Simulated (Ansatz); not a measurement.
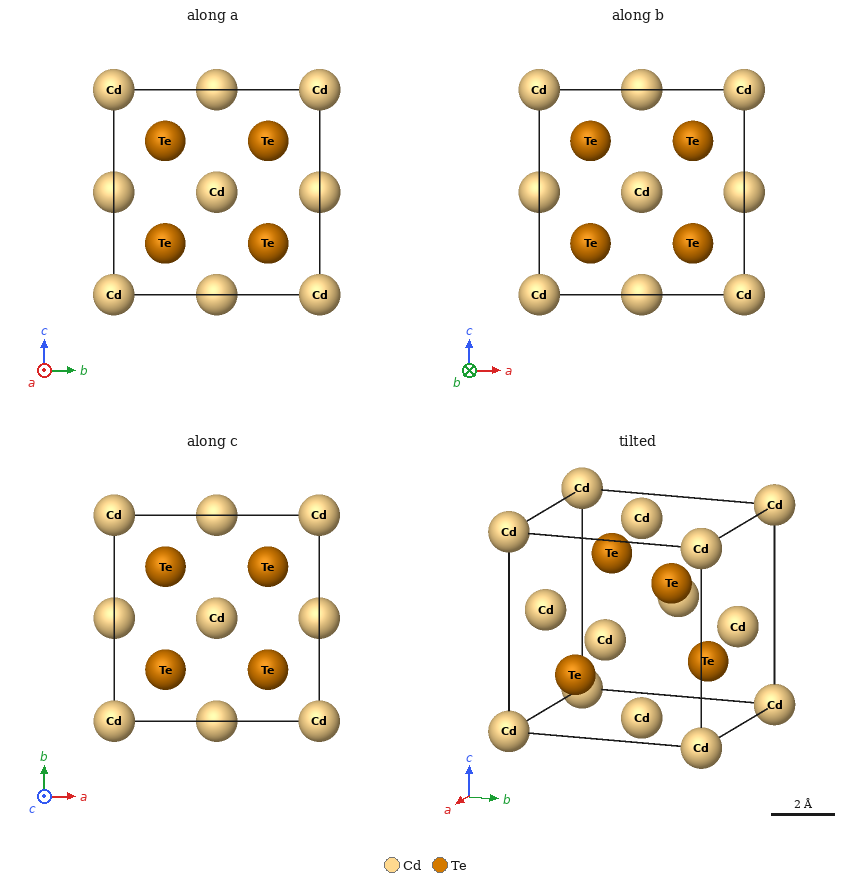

This spheres-only model is shown along the a axis, along the b axis, along the c axis and slightly off an axis. The edges of the drawn cell (a repeat of the simulation cell) are marked.

Lattice parameters: a = 6.560 Å, b = 6.593 Å, c = 6.560 Å, α = 90.00°, β = 90.00°, γ = 90.00°. Put a along x and b in the xy plane.

> Turn the picture into a POSCAR file.

```
Cd Te
1.0
     6.560    0.000    0.000
     0.000    6.593    0.000
     0.000    0.000    6.560
Cd Te
4 4
Direct
  0.0000 0.0000 0.0000
  0.5000 0.0000 0.5000
  0.5000 0.5000 0.0000
  0.0000 0.5000 0.5000
  0.7500 0.2500 0.2500
  0.2500 0.2500 0.7500
  0.2500 0.7500 0.2500
  0.7500 0.7500 0.7500
```

Starting structure: a structure type filled with these elements by a generator (whether the compound takes this form wasn't checked). The cell was then strained or its atoms displaced on purpose. An electronic-structure calculation with Ansatz was run on it.
